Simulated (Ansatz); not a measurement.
**Al16HO24 (cell with a defect): density, localisation and related maps**

```
CELL_PARAMETERS angstrom
-4.75400 -2.74472 4.32733
4.75400 -2.74472 4.32733
0.00000 5.48945 4.32733
ATOMIC_POSITIONS crystal
Al 0.34691 0.35231 0.35401
Al 0.14311 0.14833 0.14887
Al 0.64234 0.64551 0.65063
Al 0.84614 0.84946 0.85582
O 0.39824 0.59465 0.75269
O 0.74405 0.40021 0.59993
O 0.59246 0.74833 0.40549
O 0.59103 0.40317 0.25197
O 0.24523 0.59759 0.40473
O 0.39677 0.24950 0.59917
Al 0.84680 0.85108 0.35450
Al 0.64302 0.64730 0.15072
Al 0.14247 0.14677 0.65016
Al 0.34622 0.35054 0.85399
O 0.89574 0.09697 0.76028
O 0.25246 0.90003 0.60036
O 0.09266 0.25673 0.40346
O 0.09351 0.90088 0.24456
O 0.73669 0.09782 0.40427
O 0.89657 0.74095 0.60124
Al 0.84637 0.35122 0.85571
Al 0.64109 0.14744 0.65177
Al 0.14293 0.64668 0.14896
Al 0.34814 0.85046 0.35291
O 0.89779 0.59672 0.25173
O 0.24498 0.40256 0.09810
O 0.09224 0.74837 0.90367
O 0.09148 0.40113 0.75290
O 0.74427 0.59529 0.90660
O 0.89704 0.24948 0.10099
Al 0.34803 0.85064 0.85460
Al 0.14411 0.64542 0.65080
Al 0.64127 0.14722 0.15003
Al 0.84521 0.35242 0.35382
O 0.39597 0.09652 0.25173
O 0.74408 0.90207 0.10015
O 0.59036 0.24929 0.90594
O 0.59331 0.90133 0.75290
O 0.24522 0.09579 0.90453
O 0.39891 0.74859 0.09871
H 0.99399 0.99886 0.50294
```

PAW files of the earlier set (soft_1); spin-polarised.

Computed with Ansatz, DFT PBEsol, scalar-relativistic, plane waves, PAW.

The density is the valence pseudo-density of a PAW calculation; it isn't the true density close to the nuclei.

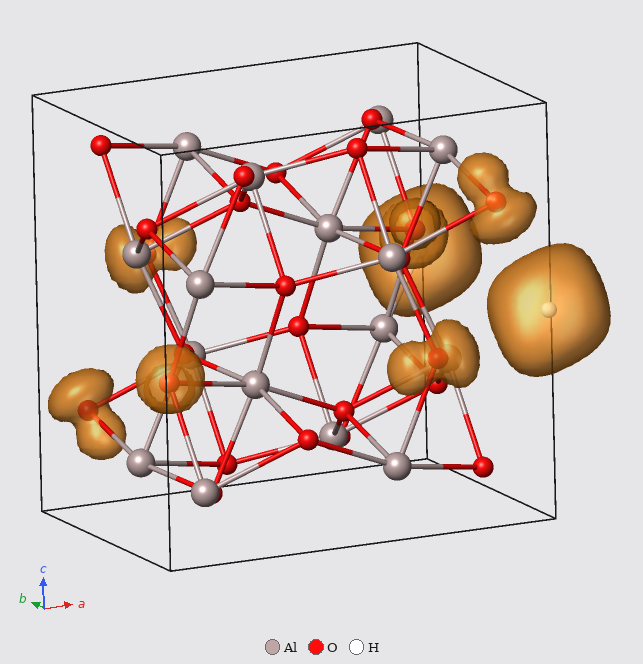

Figure 1. Isosurface of the spin density (up minus down) at +0.015 e/Å³ (orange), seen slightly off an axis. Sticks mark near contacts.

### Where is the spin, and how is it ordered?

The spin density sits on H: +0.5 μB in one cell of 41 atoms, with smaller moments on other sites: O (up to +0.05 μB): with much of the spin spread outside that site. The cell of the calculation (41 atoms) carries 1.0 μB of net spin moment.

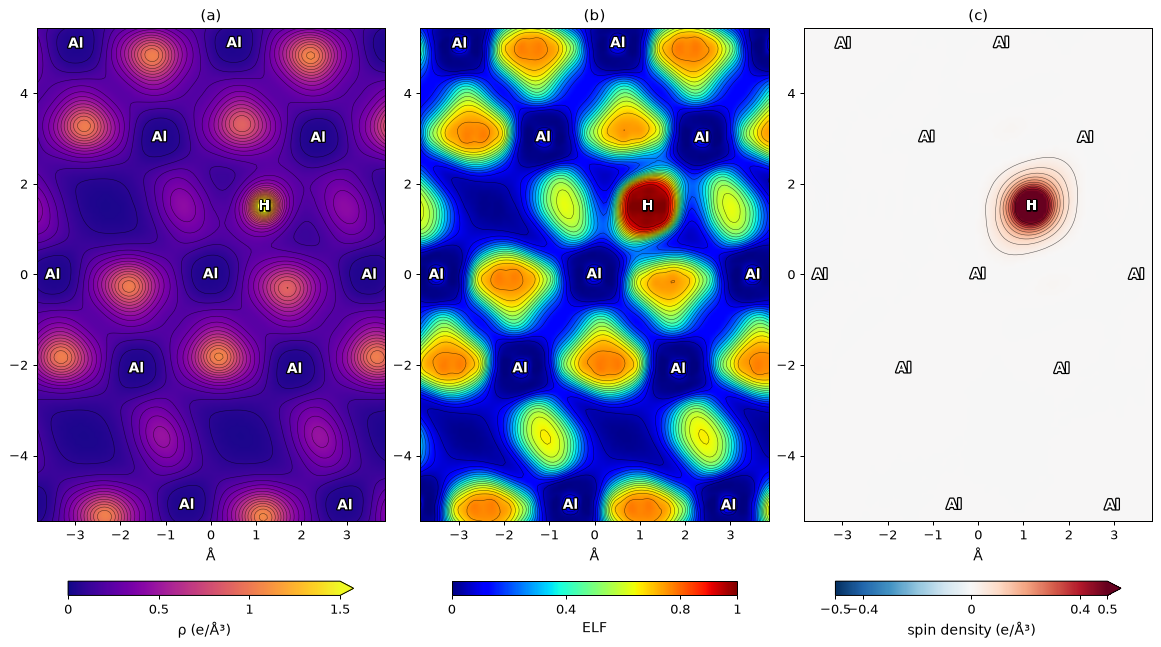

Figure 2. (a) valence pseudo-density; (b) electron localisation function; (c) spin density (up minus down) on the (011̄) plane of the calculation cell.

### Describe what can be read from this map.

Atoms in the plane: Al and H.
Atoms just off the plane (O, 0.7 Å away) can leave unmarked features too.
Al–H (1.92 Å): ρ is about 0.22 e/Å³ halfway; the ELF climbs to about 1 towards the hydrogen.
Between the atoms the lowest density in this plane is 0.03 e/Å³.

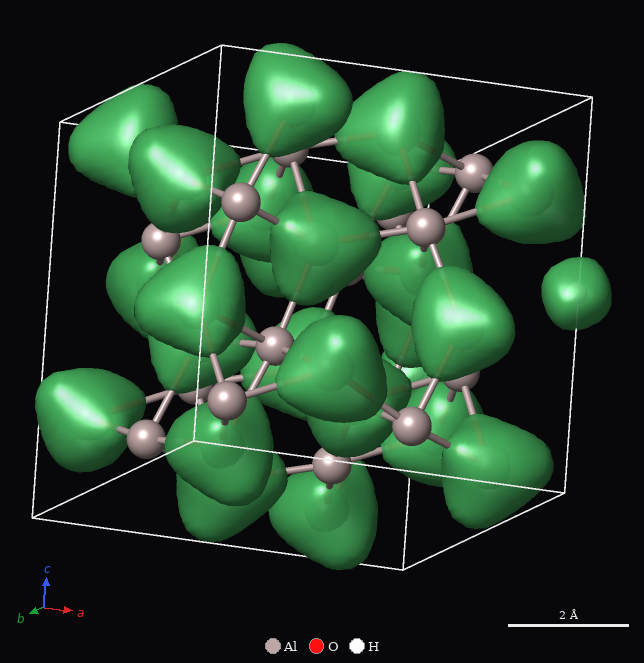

Figure 3. Isosurface of the ELF at 0.7 (green), seen at an oblique angle. Only the valence region is drawn (cores and ρ < 0.01 e/Å³ removed). Sticks mark near contacts.

### Describe the localisation domains.

At this value the surface marks out one region around a hydrogen nucleus and 24 regions on O in which the atom's valence shell and bonds are merged, counted in one cell of 41 atoms. Any copies at cell faces, edges or corners count once. Profiles from the grid: Al–O (1.85 Å): the ELF peaks at about 0.85 in the valence shell of O, 0.7 Å from its nucleus, and is about 0.80 at the midpoint.

### Does the calculation give a band gap?

It is gapped, with a Kohn–Sham gap of 1.8 eV on the k-point mesh (the band edges may lie off the mesh, which would make the gap smaller).
